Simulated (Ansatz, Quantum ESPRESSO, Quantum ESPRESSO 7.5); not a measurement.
# Evanescent states of TlBr, caesium chloride type, lattice constant set to 3.999 Å

How good a tunnel barrier is TlBr, caesium chloride type, lattice constant set to 3.999 Å?

Method: plane-wave DFT, LDA, GBRV ultrasoft pseudopotentials (cross-check by Ansatz 0.2.0 with PAW datasets), in Quantum ESPRESSO 7.5.

### 1. The starting structure

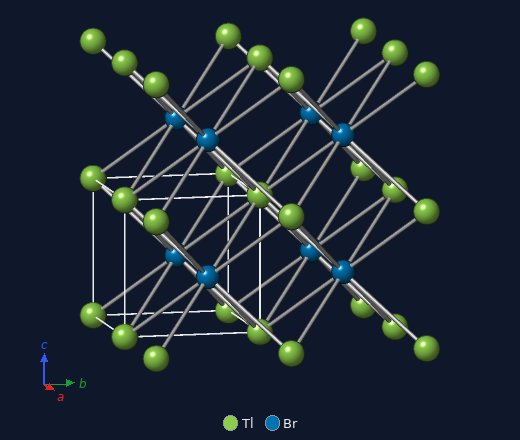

The cell as given, from the side, with the c axis up (thallium green, bromine blue). 2×2×2 cells are drawn. Some periodic images of atoms are drawn too.

### 2. SCF with pw.x

pwcond needs a cell whose third axis lies along the current and stands perpendicular to the other two.

Input file scf.in:

```
&control
  prefix = 'scf'
  outdir = './out'
  pseudo_dir = './pseudo'
  calculation = 'scf'
  tprnfor = .true.
/
&system
  ibrav = 0
  nat = 2
  ntyp = 2
  ecutwfc = 40
  ecutrho = 200
  occupations = 'fixed'
  nbnd = 14
/
&electrons
  conv_thr = 1e-09
  mixing_beta = 0.6
  electron_maxstep = 120
/
ATOMIC_SPECIES
  Tl  204.3800  tl_lda_v1.2.uspp.F.UPF
  Br  79.9040  br_lda_v1.4.uspp.F.UPF
CELL_PARAMETERS angstrom
  3.99900000000000 0.00000000000000 0.00000000000000
  0.00000000000000 3.99900000000000 0.00000000000000
  0.00000000000000 0.00000000000000 3.99900000000000
ATOMIC_POSITIONS crystal
  Tl  0.000000000000 0.000000000000 0.000000000000
  Br  0.500000000000 0.500000000000 0.500000000000
K_POINTS automatic
  6 6 6 0 0 0
```

Launch:

```bash
OMP_NUM_THREADS=1 mpirun -n 2 pw.x -nk 2 -in scf.in > scf.out
```

The program printed:

```text
Program PWSCF v.7.5 starts
[citation notice left out]

     Parallel version (MPI & OpenMP), running on       2 processor cores
     Number of MPI processes:                 2
     Threads/MPI process:                     1

     MPI processes distributed on     1 nodes
[...]
Current dimensions of program PWSCF are:
     Max number of different atomic species (ntypx) = 10
     Max number of k-points (npk) =  40000
     Max angular momentum in pseudopotentials (lmaxx) =  4
     Message from routine setup:
     using ibrav=0 with symmetry is DISCOURAGED, use correct ibrav instead

     K-points division:     npool     =       2
     Subspace diagonalization in iterative solution of the eigenvalue problem:
     a serial algorithm will be used

     G-vector sticks info
     --------------------
     sticks:   dense  smooth     PW     G-vecs:    dense   smooth      PW
     Sum         901     725    221                20479    14771    2517

     Using Slab Decomposition

     bravais-lattice index     =            0
     lattice parameter (alat)  =       7.5570  a.u.
     unit-cell volume          =     431.5696 (a.u.)^3
     number of atoms/cell      =            2
     number of atomic types    =            2
     number of electrons       =        20.00
     number of Kohn-Sham states=           14
     kinetic-energy cutoff     =      40.0000  Ry
     charge density cutoff     =     200.0000  Ry
     scf convergence threshold =      1.0E-09
     mixing beta               =       0.6000
     number of iterations used =            8  plain     mixing
     Exchange-correlation=  SLA  PZ   NOGX NOGC
                           (   1   1   0   0   0   0   0)

     celldm(1)=   7.557015  celldm(2)=   0.000000  celldm(3)=   0.000000
     celldm(4)=   0.000000  celldm(5)=   0.000000  celldm(6)=   0.000000

     crystal axes: (cart. coord. in units of alat)
               a(1) = (   1.000000   0.000000   0.000000 )
               a(2) = (   0.000000   1.000000   0.000000 )
               a(3) = (   0.000000   0.000000   1.000000 )

     reciprocal axes: (cart. coord. in units 2 pi/alat)
               b(1) = (  1.000000  0.000000  0.000000 )
               b(2) = (  0.000000  1.000000  0.000000 )
               b(3) = (  0.000000  0.000000  1.000000 )

     PseudoPot. # 1 for Tl read from file:
     ./pseudo/tl_lda_v1.2.uspp.F.UPF
     Pseudo is Ultrasoft + core correction, Zval = 13.0
     Generated by new atomic code, or converted to UPF format
     Using radial grid of  899 points,  6 beta functions with:
                l(1) =   0
                l(2) =   0
                l(3) =   1
                l(4) =   1
                l(5) =   2
                l(6) =   2
     Q(r) pseudized with  6 coefficients,  rinner =    1.100   1.100   1.100
                                                       1.100   1.100

     PseudoPot. # 2 for Br read from file:
     ./pseudo/br_lda_v1.4.uspp.F.UPF
     Pseudo is Ultrasoft + core correction, Zval =  7.0
     Generated by new atomic code, or converted to UPF format
     Using radial grid of  879 points,  6 beta functions with:
                l(1) =   0
                l(2) =   0
                l(3) =   1
                l(4) =   1
                l(5) =   2
                l(6) =   2
     Q(r) pseudized with  8 coefficients,  rinner =    1.100   1.100   1.100
                                                       1.100   1.100

     atomic species   valence    mass     pseudopotential
     Tl               13.00   204.38000     Tl( 1.00)
     Br                7.00    79.90400     Br( 1.00)

     48 Sym. Ops., with inversion, found

   Cartesian axes

     site n.     atom                  positions (alat units)
         1        Tl     tau(   1) = (   0.0000000   0.0000000   0.0000000  )
         2        Br     tau(   2) = (   0.5000000   0.5000000   0.5000000  )

     number of k points=    20
                       cart. coord. in units 2pi/alat
        k(    1) = (   0.0000000   0.0000000   0.0000000), wk =   0.0092593
        k(    2) = (   0.0000000   0.0000000   0.1666667), wk =   0.0555556
        k(    3) = (   0.0000000   0.0000000   0.3333333), wk =   0.0555556
        k(    4) = (   0.0000000   0.0000000  -0.5000000), wk =   0.0277778
        k(    5) = (   0.0000000   0.1666667   0.1666667), wk =   0.1111111
        k(    6) = (   0.0000000   0.1666667   0.3333333), wk =   0.2222222
        k(    7) = (   0.0000000   0.1666667  -0.5000000), wk =   0.1111111
        k(    8) = (   0.0000000   0.3333333   0.3333333), wk =   0.1111111
        k(    9) = (   0.0000000   0.3333333  -0.5000000), wk =   0.1111111
        k(   10) = (   0.0000000  -0.5000000  -0.5000000), wk =   0.0277778
[...]
k(   20) = (  -0.5000000  -0.5000000  -0.5000000), wk =   0.0092593

     Dense  grid:    20479 G-vectors     FFT dimensions: (  36,  36,  36)

     Smooth grid:    14771 G-vectors     FFT dimensions: (  32,  32,  32)

     Estimated max dynamical RAM per process >      49.29 MB

     Estimated total dynamical RAM >      93.59 MB

     Check: negative core charge=   -0.000006

     Initial potential from superposition of free atoms

     starting charge      19.9965, renormalised to      20.0000

     negative rho (up, down):  5.054E-02 0.000E+00
     Starting wfcs are   13 randomized atomic wfcs +    1 random wfcs

     total cpu time spent up to now is        1.0 secs

     per-process dynamical memory:    45.4 Mb

     Self-consistent Calculation

     iteration #  1     ecut=    40.00 Ry     beta= 0.60
     Davidson diagonalization with overlap
     ethr =  1.00E-02,  avg # of iterations =  5.3

     Threshold (ethr) on eigenvalues was too large:
     Diagonalizing with lowered threshold

     Davidson diagonalization with overlap
     ethr =  2.53E-04,  avg # of iterations =  3.0

     negative rho (up, down):  5.029E-02 0.000E+00

     total cpu time spent up to now is        2.0 secs

     total energy              =    -191.51006995 Ry
     estimated scf accuracy    <       0.05039167 Ry

     iteration #  2     ecut=    40.00 Ry     beta= 0.60
[...]
negative rho (up, down):  5.019E-02 0.000E+00

[...]
total energy              =    -191.52476517 Ry
     estimated scf accuracy    <       0.01215979 Ry

     iteration #  3     ecut=    40.00 Ry     beta= 0.60
[...]
negative rho (up, down):  5.004E-02 0.000E+00

[...]
total energy              =    -191.52729015 Ry
     estimated scf accuracy    <       0.00031741 Ry

     iteration #  4     ecut=    40.00 Ry     beta= 0.60
[...]
negative rho (up, down):  4.999E-02 0.000E+00

[...]
total energy              =    -191.52736249 Ry
     estimated scf accuracy    <       0.00001162 Ry

     iteration #  5     ecut=    40.00 Ry     beta= 0.60
[...]
negative rho (up, down):  4.997E-02 0.000E+00

[...]
total energy              =    -191.52736600 Ry
     estimated scf accuracy    <       0.00000130 Ry

     iteration #  6     ecut=    40.00 Ry     beta= 0.60
[...]
negative rho (up, down):  4.998E-02 0.000E+00

[...]
total energy              =    -191.52736660 Ry
     estimated scf accuracy    <       0.00000102 Ry

     iteration #  7     ecut=    40.00 Ry     beta= 0.60
[...]
negative rho (up, down):  4.998E-02 0.000E+00

[...]
total energy              =    -191.52736672 Ry
     estimated scf accuracy    <       0.00000005 Ry

     iteration #  8     ecut=    40.00 Ry     beta= 0.60
[...]
negative rho (up, down):  4.998E-02 0.000E+00

[...]
total energy              =    -191.52736676 Ry
     estimated scf accuracy    <       0.00000002 Ry

     iteration #  9     ecut=    40.00 Ry     beta= 0.60
[...]
negative rho (up, down):  4.998E-02 0.000E+00

[...]
total energy              =    -191.52736676 Ry
     estimated scf accuracy    <          3.9E-09 Ry

     iteration # 10     ecut=    40.00 Ry     beta= 0.60
[...]
negative rho (up, down):  4.998E-02 0.000E+00

[...]
End of self-consistent calculation

          k = 0.0000 0.0000 0.0000 (  1839 PWs)   bands (ev):

    -8.9422  -5.2524  -5.2524  -5.0802  -5.0802  -5.0802  -0.0284   3.5143
     3.5143   3.5143  11.6635  11.7726  11.7726  11.7726

          k = 0.0000 0.0000 0.1667 (  1839 PWs)   bands (ev):

    -8.8877  -5.2499  -5.2199  -5.0951  -5.0951  -5.0786  -0.2284   3.6301
     3.6301   3.6409   9.7798  11.4179  11.4179  11.8363

          k = 0.0000 0.0000 0.3333 (  1847 PWs)   bands (ev):

    -8.7735  -5.2448  -5.1566  -5.1250  -5.1250  -5.0760  -0.6251   3.8818
     3.8818   4.1447   7.6273  10.7132  10.7132  12.3046

          k = 0.0000 0.0000-0.5000 (  1840 PWs)   bands (ev):

    -8.7136  -5.2424  -5.1397  -5.1397  -5.1261  -5.0745  -0.8194   4.0201
     4.0201   4.7291   6.4344  10.3641  10.3641  12.6813

          k = 0.0000 0.1667 0.1667 (  1855 PWs)   bands (ev):

    -8.8392  -5.2332  -5.2007  -5.1048  -5.0953  -5.0910  -0.2809   3.0462
     3.7259   4.2266   9.2121  10.4362  11.2619  12.5852

          k = 0.0000 0.1667 0.3333 (  1852 PWs)   bands (ev):

    -8.7385  -5.2232  -5.1395  -5.1217  -5.1212  -5.0890  -0.4610   2.9708
     3.9306   4.4200   7.8092  10.1417  10.8712  13.0130

[...]
highest occupied, lowest unoccupied level (ev):     4.7291    6.4344

!    total energy              =    -191.52736676 Ry
     estimated scf accuracy    <          1.8E-11 Ry

     The total energy is the sum of the following terms:
     one-electron contribution =     -31.46437829 Ry
     hartree contribution      =      28.71508423 Ry
     xc contribution           =     -87.61601064 Ry
     ewald contribution        =    -101.16206207 Ry

     convergence has been achieved in  10 iterations

     negative rho (up, down):  4.998E-02 0.000E+00

     Forces acting on atoms (cartesian axes, Ry/au):

     atom    1 type  1   force =     0.00000000    0.00000000    0.00000000
     atom    2 type  2   force =     0.00000000    0.00000000    0.00000000

     Total force =     0.000000     Total SCF correction =     0.000000

[...]
=------------------------------------------------------------------------------=
   JOB DONE.
=------------------------------------------------------------------------------=
```

Run time: 8 s. Hardware: 2 MPI ranks of Arm Neoverse N1, shared host; peak memory 0.18 GiB.

Numbers from this step:

```
free energy                          : -2605.8626 eV
valence top, on the run's zero       : 4.729 eV
conduction bottom, on the run's zero : 6.434 eV
gap by band count                    : 1.705 eV
```

The program's own clock; routines nest. Time by routine:

```tsv
routine	wall time (s)	calls
PWSCF	7.39	1
electrons	6.29	1
c_bands	3.95	11
cegterg	3.58	110
h_psi	2.59	486
vloc_psi	2.11	486
fftw	2.08	9920
sum_band	1.51	11
newd	0.83	11
init_run	0.75	1
hinit0	0.45	1
calbec	0.32	636
add_vuspsi	0.23	486
s_psi	0.22	486
```

The run needed 10 iterations to bring the estimated error under 1e-09 Ry.

(Continued in part 2 of 3.)

[Logs are printed without paths, hosts, clocks, repeated set-up lines and the standing remarks that a program may print on its own settings, such as how far it seeks lower states.]

[Hosts, paths, dates, database ids (printed as entryN), source tags and the programs' standing remarks are cut or masked in the printed files.]

[Maps of the electrostatic potential energy from Ansatz leave out the sawtooth potential of an applied field or a dipole correction, so their vacuum need not be flat; planar profiles and work functions include it.]
